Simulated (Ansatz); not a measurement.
# AlFe₃: what the fields show

The calculation's input:

```
crystal:
  lattice:
    - [0.0, 2.9477587709, 2.9477587709]
    - [2.9477587709, 0.0, 2.9477587709]
    - [2.9477587709, 2.9477587709, 0.0]
  atoms:
    - { symbol: Al, position: [0.0, 0.0, 0.0], spin: -0.13 }
    - { symbol: Fe, position: [0.5, 0.5, 0.5], spin: 2.9 }
    - { symbol: Fe, position: [0.25, 0.25, 0.25], spin: 2.89 }
    - { symbol: Fe, position: [0.75, 0.75, 0.75], spin: 2.89 }
basis:
  ecutwfc: 500
kpoints:
  mp_grid: { grid: [12, 12, 12] }
hamiltonian:
  xc: r2scan
scf:
  occupations: { method: gaussian, width: 0.1 }
output:
  forces: true
  stress: true
  eigenvalues: true
  populations: true
  write_density: true
  write_potential: true
  elf: true
  volumetric_format: npy
magnetization:
  spin_polarized: true
```

Launched as:

```sh
ansatz run input.yaml --threads 1 --pin off --max-ram 2560MiB --backend cpu --events-out ev --progress --plain --runs-dir out
```

Below, planes, directions and counts refer to the conventional cell (a = 5.90 Å, b = 5.90 Å, c = 5.90 Å, α = 90.00°, β = 90.00°, γ = 90.00°).

Space group Fm-3m; a structure from a database of computed crystals, not necessarily the ambient phase; changed on purpose from its base cell (volume × 1.06); computed pressure about −7 GPa in this cell; spin-polarised.

Theory: DFT r2SCAN, scalar-relativistic, plane waves, PAW (Ansatz 0.2.0).

In a PAW calculation such maps are meaningful between the atoms, not at the nuclei.

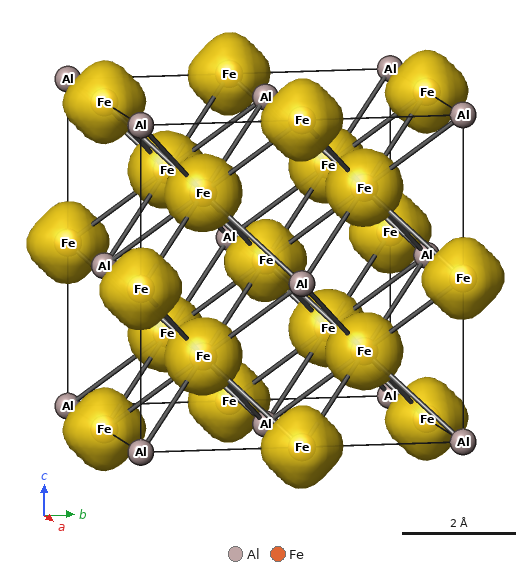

Figure 1. Isosurfaces of the spin density (up minus down) at +0.5 (yellow) and −0.5 e/Å³ (cyan), seen slightly off an axis. Sticks mark near contacts.

Which atoms carry the moments, and with what signs?

The spin density sits on Fe: +2.8 μB (×12) in one cell of 16 atoms, with smaller moments on Al (up to −0.11 μB): parallel moments (a ferromagnetic arrangement) in this solution. The cell of the calculation (4 atoms) carries 7.8 μB of net spin moment. Only one sign reaches the isovalue.

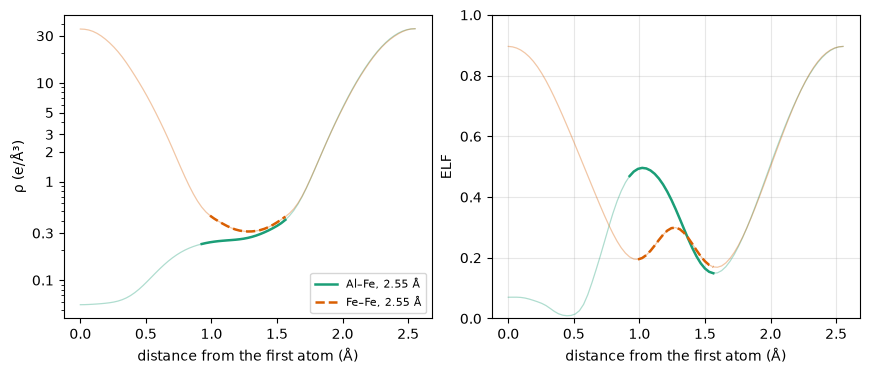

Figure 2. Valence electron density and electron localisation function along straight lines between neighbouring atoms. Thin, pale parts lie inside the atomic spheres.

Compare the contacts.

Al–Fe (2.55 Å): ρ is about 0.27 e/Å³ halfway; the ELF is about 0.35 at the midpoint.
Fe–Fe (2.55 Å): ρ is about 0.31 e/Å³ halfway; the ELF is about 0.30 at the midpoint; no shared electron pair shows on this line.

Does the calculation give a band gap?

It is metallic or semimetallic at this level of theory: no gap opens.
